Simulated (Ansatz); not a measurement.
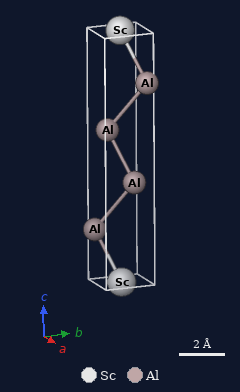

This is the input geometry for a relaxation of a crystal of ScAl4 (a generated structure, set up in C2/m) (coarse preliminary run). A ball-and-stick model of the cell of the calculation, seen slightly off an axis.

The calculation used DFT PBE, scalar-relativistic, plane waves, PAW (Ansatz).

The input:
```yaml
crystal:
  lattice:
    - [1.567646, -2.25261023, 0.0]
    - [1.567646, 2.25261023, 0.0]
    - [-0.41469796, 0.0, 11.45973348]
  atoms:
    - { symbol: Sc, position: [0.5, 0.5, 0.0] }
    - { symbol: Al, position: [0.1, 0.1, 0.2] }
    - { symbol: Al, position: [0.7, 0.7, 0.4] }
    - { symbol: Al, position: [0.3, 0.3, 0.6] }
    - { symbol: Al, position: [0.9, 0.9, 0.8] }
basis:
  ecutwfc: 420
kpoints:
  mp_grid: { grid: [6, 6, 2] }
hamiltonian:
  xc: pbe
scf:
  occupations: { method: gaussian, width: 0.1 }
  lower_state_search: "off"
output:
  forces: true
  stress: true
  eigenvalues: true
relax:
  adjacent_minimum: "off"
  f_tol: 0.04
  max_steps: 70
  cell: { stress_tol: 0.4 }
```

Launched with:
```bash
ansatz run input.yaml --threads 1 --pin off --max-ram 2560MiB --backend cpu --events-out ev --progress --plain --runs-dir out
```

Q: Predict the outcome.

A: The energy falls by 1.296 eV per cell of the calculation in 9 accepted moves (13 points after the start). The largest force component goes from 0.71 to 0.015 eV/Å. Pressure: 11.11 GPa at the start and 0.08 GPa at the end. The line search rejected the trial steps at points 7, 8 of the run. At 2 points the geometry stayed and the basis and grid were re-selected for the new cell (energy shift of 70.4 meV per cell of the calculation at most each time). The largest moves relative to the cell, 0.089 Å, are those of Al2 and Al5. Al5 goes along −c. Sc stays in place. The volume changes by +9.6 %, with a = b 2.744 → 2.911 Å (+6.1 %), c 11.467 → 10.657 Å (−7.1 %), α 91.2° → 97.5°, β 91.2° → 97.5°, γ 110.3° → 91.4°. Near-neighbour distances that change, for instance: Sc1–Sc1 3.135 → 4.066 Å, Sc1–Al2 2.653 → 2.984 Å, Al2–Al3 3.222 → 2.900 Å, Al3–Al4 3.222 → 2.936 Å. The space group stays C2/m (No. 12). Cost: 35 s on 1 thread of Arm Neoverse V2, with other jobs on the host, peak memory 0.27 GiB.

The structure at the end:

```
Sc Al
1.0
     2.02985   -2.08333   -0.11729
     2.02985    2.08333   -0.11729
    -1.39441    0.00000   10.56568
Sc Al
1 4
Direct
  0.50000 0.50000 0.00000
  0.10218 0.10218 0.20845
  0.69891 0.69891 0.40117
  0.30109 0.30109 0.59883
  0.89782 0.89782 0.79155
```

After the run, drawn alike:

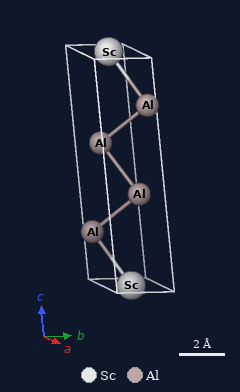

Limits of the set-up: the k-point mesh is coarse for a cell with partly filled bands.
